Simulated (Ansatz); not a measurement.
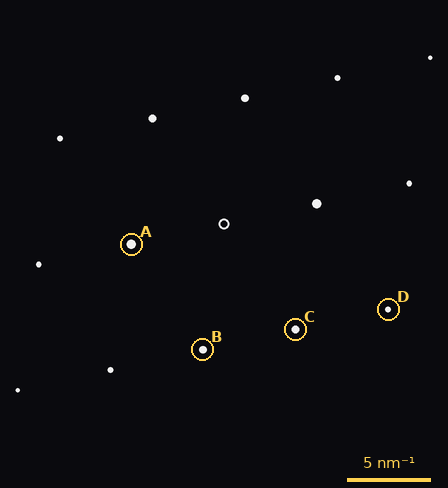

Simulated selected-area electron diffraction pattern (80 kV, kinematic approximation, thin crystal, B = 0.3 Å² for all atoms). The zone axis points towards the electron source and the pattern is seen from the source side.

Ti, space group I4_1/amd (No. 141), a = 4.949 Å, c = 2.804 Å. Structure: coordinates from a relaxation with DFT r2SCAN, scalar-relativistic, plane waves, PAW (Ansatz 0.2.0); the starting structure was generated, so it need not be a known form of this composition.

Spot A is indexed -2 2 0 and spot B -1 1 2.

What are the indices of the remaining marked spots?

C = −A + B = 1 -1 2 (d = 1.302 Å). D = −2A + B = 3 -3 2 (d = 0.897 Å).

Find the zone axis.

The cross product of A and B is parallel to [110]; every spot obeys hu + kv + lw = 0.

What are the spacings of A and B and the angle between them?

d(A) = 1.750 Å, d(B) = 1.302 Å, and the angle is 68.2°.
